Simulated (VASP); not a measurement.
# Run report: C, geometry relaxation (part 1 of 2)

System: C (Fd-3m, 2 atoms in the cell).
Method: DFT, plane waves, PAW, settings varied from a PBEsol run (VASP 6.6.1).

The structure was built on a prototype by a generator. Some settings of this run were made unusual or wrong on purpose. The geometry comes from this level: PBE.

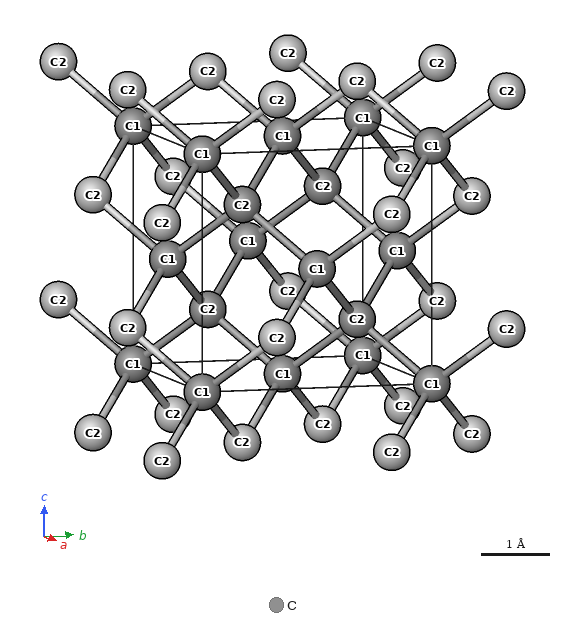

**Figure 1.** The input geometry (ball-and-stick view of the cell 4 times as large as that of the calculation, set on its symmetry axes, seen slightly off an axis; neighbours outside the cell are drawn fainter; atoms are numbered from 1 in the order of the input). Near neighbours in the crystal (not all of them lie inside the picture): C has 4 C at 1.55 Å.

INCAR
```
ENCUT = 600.000000
SIGMA = 0.020000
EDIFF = 1.00e-07
EDIFFG = -5.00e-03
GGA = PS
PREC = Accurate
IBRION = 2
ISIF = 3
ISMEAR = -1
NBANDS = 11
LASPH = .TRUE.
LCHARG = .FALSE.
LWAVE = .FALSE.
LREAL = .FALSE.
NELM = 70
NSW = 30
```

KPOINTS
```
KPOINTS created by Atomic Simulation Environment
0
Gamma
1 1 1
0 0 0
```

POSCAR
```
C
 1.0000000000000000
     0.0000000000000000    1.7857704565123391    1.7857704565123391
     1.7857704565123391    0.0000000000000000    1.7857704565123391
     1.7857704565123391    1.7857704565123391    0.0000000000000000
 C
   2
Cartesian
  0.0000000000000000 -0.0000000000000000 -0.0000000000000000
  0.8928852282561696  0.8928852282561696  0.8928852282561696
```

Launched with:
```bash
mpirun -np 1 vasp_std
```

OSZICAR
```
N       E                     dE             d eps       ncg     rms          rms(c)
DAV:   1     0.296279309337E+02    0.29628E+02   -0.57737E+03    22   0.711E+02
DAV:   2     0.795008953545E+01   -0.21678E+02   -0.20161E+02    33   0.109E+02
DAV:   3     0.735540066520E+01   -0.59469E+00   -0.59294E+00    28   0.124E+01
DAV:   4     0.735436165240E+01   -0.10390E-02   -0.10389E-02    22   0.687E-01
DAV:   5     0.735436001534E+01   -0.16371E-05   -0.16377E-05    28   0.314E-02    0.115E+01
DAV:   6     0.974658867275E+01    0.23922E+01   -0.77837E-01    22   0.722E+00    0.691E+00
DAV:   7     0.107278369395E+02    0.98125E+00   -0.11924E+00    22   0.864E+00    0.180E+00
DAV:   8     0.107275064287E+02   -0.33051E-03   -0.13327E-02    22   0.113E+00    0.878E-02
DAV:   9     0.107274741043E+02   -0.32324E-04   -0.32314E-05    28   0.512E-02    0.534E-02
DAV:  10     0.107274313877E+02   -0.42717E-04   -0.23698E-05    22   0.451E-02    0.871E-03
DAV:  11     0.107274314325E+02    0.44799E-07   -0.12065E-07    28   0.335E-03
   1 F= 0.10727431E+02 E0= 0.10727431E+02  d E =0.107274E+02
       N       E                     dE             d eps       ncg     rms          rms(c)
DAV:   1    -0.923068959492E+01   -0.19958E+02   -0.39526E+02    22   0.874E+01    0.169E+01
DAV:   2    -0.225510102840E+01    0.69756E+01   -0.10938E+01    22   0.163E+01    0.885E+00
DAV:   3     0.722042956241E+00    0.29771E+01   -0.55007E+00    22   0.129E+01    0.253E+00
DAV:   4     0.694870692421E+00   -0.27172E-01   -0.50014E-02    22   0.127E+00    0.526E-01
DAV:   5     0.687936468556E+00   -0.69342E-02   -0.27527E-03    22   0.332E-01    0.142E-01
DAV:   6     0.686531493516E+00   -0.14050E-02   -0.10079E-03    22   0.182E-01    0.710E-02
DAV:   7     0.686512865876E+00   -0.18628E-04   -0.30975E-05    22   0.295E-02    0.115E-02
DAV:   8     0.686501240228E+00   -0.11626E-04   -0.56880E-06    22   0.156E-02    0.518E-03
DAV:   9     0.686500747058E+00   -0.49317E-06   -0.46017E-07    22   0.370E-03    0.215E-04
DAV:  10     0.686500763420E+00    0.16362E-07   -0.69096E-09    20   0.456E-04
   2 F= 0.68650076E+00 E0= 0.72469161E+00  d E =-.100409E+02
       N       E                     dE             d eps       ncg     rms          rms(c)
DAV:   1     0.638578321927E+00   -0.47922E-01   -0.74302E-01    22   0.506E+00    0.787E-01
DAV:   2     0.655152200286E+00    0.16574E-01   -0.12805E-02    22   0.672E-01    0.403E-01
DAV:   3     0.661387990390E+00    0.62358E-02   -0.13948E-02    22   0.623E-01    0.482E-02
DAV:   4     0.661361188064E+00   -0.26802E-04   -0.90305E-05    22   0.617E-02    0.131E-02
DAV:   5     0.661355753736E+00   -0.54343E-05   -0.10820E-05    22   0.195E-02    0.358E-03
DAV:   6     0.661354105752E+00   -0.16480E-05   -0.89786E-07    22   0.588E-03    0.102E-03
DAV:   7     0.661353819991E+00   -0.28576E-06   -0.10073E-07    22   0.192E-03    0.946E-05
DAV:   8     0.661353823192E+00    0.32006E-08   -0.61173E-09    14   0.404E-04
   3 F= 0.66135382E+00 E0= 0.69954467E+00  d E =-.100661E+02
       N       E                     dE             d eps       ncg     rms          rms(c)
DAV:   1     0.660254001078E+00   -0.10998E-02   -0.13534E-01    22   0.219E+00    0.336E-01
DAV:   2     0.663252602547E+00    0.29986E-02   -0.21567E-03    22   0.282E-01    0.173E-01
DAV:   3     0.664383697635E+00    0.11311E-02   -0.26498E-03    22   0.271E-01    0.192E-02
DAV:   4     0.664375521600E+00   -0.81760E-05   -0.18362E-05    22   0.285E-02    0.589E-03
DAV:   5     0.664372912948E+00   -0.26087E-05   -0.32125E-06    22   0.102E-02    0.130E-03
DAV:   6     0.664372915142E+00    0.21942E-08   -0.92797E-08    22   0.202E-03
   4 F= 0.66437292E+00 E0= 0.70256377E+00  d E =-.100631E+02
       N       E                     dE             d eps       ncg     rms          rms(c)
DAV:   1     0.664194485266E+00   -0.17843E-03   -0.60133E-05    22   0.459E-02    0.704E-03
DAV:   2     0.664195751913E+00    0.12666E-05   -0.96524E-07    22   0.595E-03    0.363E-03
DAV:   3     0.664196229849E+00    0.47794E-06   -0.11545E-06    22   0.569E-03    0.405E-04
DAV:   4     0.664196282160E+00    0.52311E-07   -0.76273E-09    11   0.589E-04
   5 F= 0.66419628E+00 E0= 0.70238713E+00  d E =-.176633E-03
       N       E                     dE             d eps       ncg     rms          rms(c)
DAV:   1     0.663679461677E+00   -0.51677E-03   -0.53862E-04    22   0.138E-01    0.212E-02
DAV:   2     0.663691254288E+00    0.11793E-04   -0.88133E-06    22   0.179E-02    0.109E-02
DAV:   3     0.663695701428E+00    0.44471E-05   -0.10356E-05    22   0.170E-02    0.122E-03
DAV:   4     0.663695839344E+00    0.13792E-06   -0.63894E-08    14   0.177E-03    0.357E-04
DAV:   5     0.663695921347E+00    0.82003E-07   -0.68407E-09    14   0.659E-04
   6 F= 0.66369592E+00 E0= 0.70188677E+00  d E =-.676994E-03
       N       E                     dE             d eps       ncg     rms          rms(c)
DAV:   1     0.663691099531E+00   -0.47398E-05   -0.36368E-08    11   0.119E-03    0.127E-04
DAV:   2     0.663691098945E+00   -0.58589E-09   -0.16113E-09    11   0.238E-04
   7 F= 0.66369110E+00 E0= 0.70188195E+00  d E =-.482240E-05
       N       E                     dE             d eps       ncg     rms          rms(c)
DAV:   1     0.663676699587E+00   -0.14400E-04   -0.46189E-07    22   0.404E-03    0.630E-04
DAV:   2     0.663676705724E+00    0.61369E-08   -0.74750E-09    11   0.525E-04
   8 F= 0.66367671E+00 E0= 0.70186756E+00  d E =-.192156E-04
       N       E                     dE             d eps       ncg     rms          rms(c)
DAV:   1     0.663648003157E+00   -0.28696E-04   -0.16973E-06    22   0.776E-03    0.125E-03
DAV:   2     0.663648039168E+00    0.36012E-07   -0.29760E-08    11   0.104E-03
   9 F= 0.66364804E+00 E0= 0.70183889E+00  d E =-.478822E-04
       N       E                     dE             d eps       ncg     rms          rms(c)
DAV:   1     0.663591010201E+00   -0.56993E-04   -0.67901E-06    22   0.155E-02    0.251E-03
DAV:   2     0.663591168526E+00    0.15833E-06   -0.12215E-07    19   0.209E-03    0.129E-03
DAV:   3     0.663591233889E+00    0.65362E-07   -0.14748E-07    19   0.202E-03
  10 F= 0.66359123E+00 E0= 0.70178208E+00  d E =-.104687E-03
       N       E                     dE             d eps       ncg     rms          rms(c)
DAV:   1     0.663478600852E+00   -0.11257E-03   -0.31488E-05    22   0.333E-02    0.513E-03
DAV:   2     0.663479270122E+00    0.66927E-06   -0.51935E-07    22   0.435E-03    0.264E-03
DAV:   3     0.663479526554E+00    0.25643E-06   -0.60889E-07    22   0.412E-03    0.302E-04
DAV:   4     0.663479565058E+00    0.38504E-07   -0.37554E-09    11   0.432E-04
  11 F= 0.66347957E+00 E0= 0.70167042E+00  d E =-.216356E-03
       N       E                     dE             d eps       ncg     rms          rms(c)
DAV:   1     0.663260121499E+00   -0.21941E-03   -0.12520E-04    22   0.663E-02    0.102E-02
DAV:   2     0.663262825069E+00    0.27036E-05   -0.20519E-06    22   0.864E-03    0.526E-03
DAV:   3     0.663263843467E+00    0.10184E-05   -0.24124E-06    22   0.820E-03    0.590E-04
DAV:   4     0.663263916001E+00    0.72534E-07   -0.14885E-08    14   0.853E-04
  12 F= 0.66326392E+00 E0= 0.70145477E+00  d E =-.432005E-03
       N       E                     dE             d eps       ncg     rms          rms(c)
DAV:   1     0.662848243647E+00   -0.41560E-03   -0.50042E-04    22   0.133E-01    0.205E-02
DAV:   2     0.662859212644E+00    0.10969E-04   -0.82108E-06    22   0.173E-02    0.105E-02
DAV:   3     0.662863344834E+00    0.41322E-05   -0.96422E-06    22   0.164E-02    0.118E-03
DAV:   4     0.662863478793E+00    0.13396E-06   -0.59469E-08    14   0.170E-03    0.343E-04
DAV:   5     0.662863557340E+00    0.78546E-07   -0.64003E-09    14   0.636E-04
  13 F= 0.66286356E+00 E0= 0.70105441E+00  d E =-.832364E-03
       N       E                     dE             d eps       ncg     rms          rms(c)
DAV:   1     0.662124876475E+00   -0.73860E-03   -0.19968E-03    22   0.265E-01    0.408E-02
DAV:   2     0.662168805253E+00    0.43929E-04   -0.32649E-05    22   0.344E-02    0.210E-02
DAV:   3     0.662185368037E+00    0.16563E-04   -0.38223E-05    22   0.326E-02    0.237E-03
DAV:   4     0.662185594147E+00    0.22611E-06   -0.25849E-07    22   0.339E-03    0.685E-04
DAV:   5     0.662185738729E+00    0.14458E-06   -0.36382E-08    14   0.114E-03    0.180E-04
DAV:   6     0.662185713634E+00   -0.25094E-07   -0.52337E-09    11   0.484E-04
  14 F= 0.66218571E+00 E0= 0.70037656E+00  d E =-.151021E-02
       N       E                     dE             d eps       ncg     rms          rms(c)
DAV:   1     0.661074546955E+00   -0.11112E-02   -0.79773E-03    22   0.528E-01    0.816E-02
DAV:   2     0.661251318594E+00    0.17677E-03   -0.13126E-04    22   0.688E-02    0.419E-02
DAV:   3     0.661317903545E+00    0.66585E-04   -0.15297E-04    22   0.652E-02    0.478E-03
DAV:   4     0.661318189883E+00    0.28634E-06   -0.10336E-06    22   0.676E-03    0.137E-03
DAV:   5     0.661318439319E+00    0.24944E-06   -0.14732E-07    22   0.223E-03    0.344E-04
DAV:   6     0.661318385714E+00   -0.53605E-07   -0.67884E-09    14   0.547E-04
  15 F= 0.66131839E+00 E0= 0.69950924E+00  d E =-.237754E-02
       N       E                     dE             d eps       ncg     rms          rms(c)
DAV:   1     0.660536420918E+00   -0.78202E-03   -0.31696E-02    22   0.105E+00    0.163E-01
DAV:   2     0.661242782842E+00    0.70636E-03   -0.52695E-04    22   0.137E-01    0.834E-02
DAV:   3     0.661508386257E+00    0.26560E-03   -0.60769E-04    22   0.130E-01    0.969E-03
DAV:   4     0.661508290605E+00   -0.95652E-07   -0.40929E-06    22   0.134E-02    0.271E-03
DAV:   5     0.661508630205E+00    0.33960E-06   -0.54997E-07    22   0.434E-03    0.701E-04
DAV:   6     0.661508495222E+00   -0.13498E-06   -0.30617E-08    14   0.114E-03    0.220E-04
DAV:   7     0.661508451692E+00   -0.43530E-07   -0.66755E-09    14   0.559E-04
  16 F= 0.66150845E+00 E0= 0.69969930E+00  d E =-.218747E-02
       N       E                     dE             d eps       ncg     rms          rms(c)
DAV:   1     0.660767656854E+00   -0.74084E-03   -0.10470E-02    22   0.604E-01    0.935E-02
DAV:   2     0.661001575230E+00    0.23392E-03   -0.17078E-04    22   0.785E-02    0.481E-02
DAV:   3     0.661089604889E+00    0.88030E-04   -0.20301E-04    22   0.750E-02    0.548E-03
DAV:   4     0.661088429603E+00   -0.11753E-05   -0.13873E-06    22   0.784E-03    0.159E-03
DAV:   5     0.661087967375E+00   -0.46223E-06   -0.20816E-07    22   0.264E-03    0.385E-04
DAV:   6     0.661088003558E+00    0.36184E-07   -0.87842E-09    14   0.622E-04
  17 F= 0.66108800E+00 E0= 0.69927885E+00  d E =-.260792E-02
```

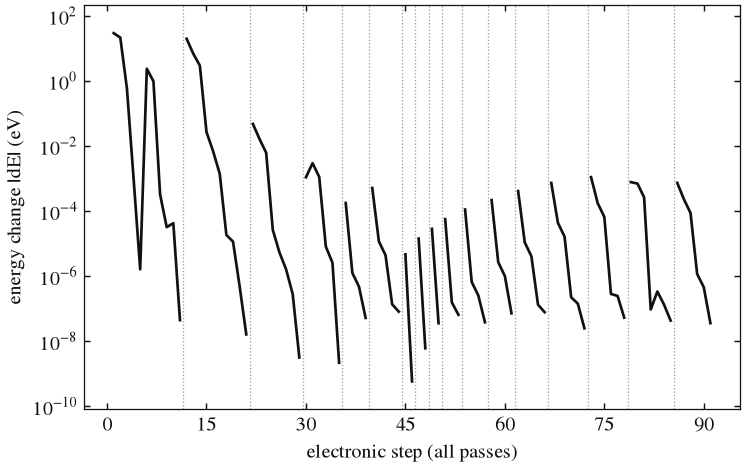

**Figure 2.** Convergence of the self-consistent field: energy change |dE| against the electronic step. Each stretch between dotted lines is the SCF of one geometry step of a relaxation. The 17 ionic steps take 2 to 11 electronic steps each. The density is held fixed in the first few steps, and dE rises again when its update begins.
